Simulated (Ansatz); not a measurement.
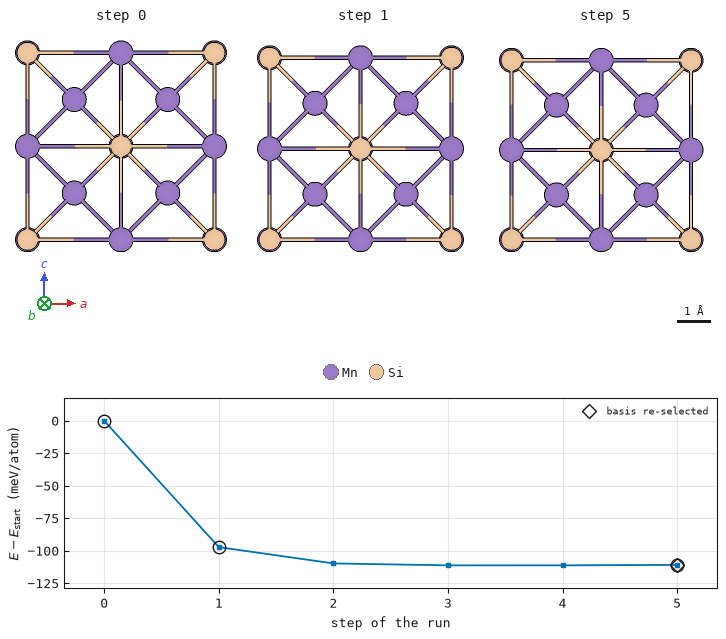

Frames of a relaxation of solid Mn3Si (set up in Fm-3m), marked on the history of the run. A ball-and-stick model of the conventional cell (4 times the calculation's cell), seen along the b axis. Lengths and directions refer to the drawn axes.

The run lets cell and atoms move.

The calculation used Kohn-Sham DFT of a periodic cell, LDA, Ansatz PAW in Ansatz.

The input:
```yaml
crystal:
  lattice:
    - [0.0, 2.861, 2.861]
    - [2.861, 0.0, 2.861]
    - [2.861, 2.861, 0.0]
  atoms:
    - { symbol: Mn, position: [0.75, 0.75, 0.75], spin: 4.0 }
    - { symbol: Mn, position: [0.25, 0.25, 0.25], spin: 4.0 }
    - { symbol: Mn, position: [0.5, 0.5, 0.5], spin: 4.0 }
    - { symbol: Si, position: [0.0, 0.0, 0.0] }
hamiltonian:
  xc: lda
  pseudopotentials: { kind: paw }
magnetization:
  spin_polarized: true
kpoints:
  mp_grid: { grid: [8, 8, 8] }
scf:
  occupations: { method: fermi_dirac, width: 0.05 }
output:
  forces: true
  stress: true
  write_density: true
  write_potential: true
  elf: true
  volumetric_format: npy
relax:
  f_tol: 0.01
  max_steps: 40
  cell: { stress_tol: 0.05 }
```

Command:
```bash
ansatz run input.yaml --threads 2 --pin off --max-ram 5632MiB --backend cpu --events-out ev --progress --plain --runs-dir out
```

Q: Describe the path.

A: Over 4 accepted moves (5 points after the start) the energy falls by 111 meV per atom. All forces vanish by symmetry, so only the cell relaxes. The pressure goes from −23.26 to −0.05 GPa. At 1 point the geometry stayed and the basis and grid were re-selected for the new cell (energy shift of 0.4 meV per atom at most each time). The atoms keep their places relative to the cell (all moves are under 0.005 Å). The volume changes by −11.5 %, with a = b = c 5.722 → 5.494 Å (−4.0 %). Some distances before and after: Mn–Si 2.861 → 2.747 Å, Mn–Mn 2.861 → 2.747 Å, Mn–Mn 2.478 → 2.379 Å, Mn–Si 2.478 → 2.379 Å. The space group stays Fm-3m (No. 225). The program noted that the starting moments weren't kept. Cost: 15 s on 2 threads of Intel(R) Xeon(R) 6975P-C (Granite Rapids), on a shared host, peak memory 0.45 GiB. From step 0 to 1: volume −7.8 %, energy −97.1 meV per atom. From step 1 to 5: volume −4.0 %, energy −13.7 meV per atom.

```csv
step,"E − E(0), meV/atom","pressure, GPa","volume, Å³/atom",note
0,0.00,-23.26,11.709,
1,-97.12,-9.78,10.801,
2,-109.65,3.55,10.225,
3,-111.12,-0.16,10.372,
4,-111.13,0.00,10.366,
5,-110.78,-0.05,10.366,"same geometry, new basis"
```

Limits of the set-up: only the magnetic order of this start and cell was tried (total moment 1.4 μB per cell).
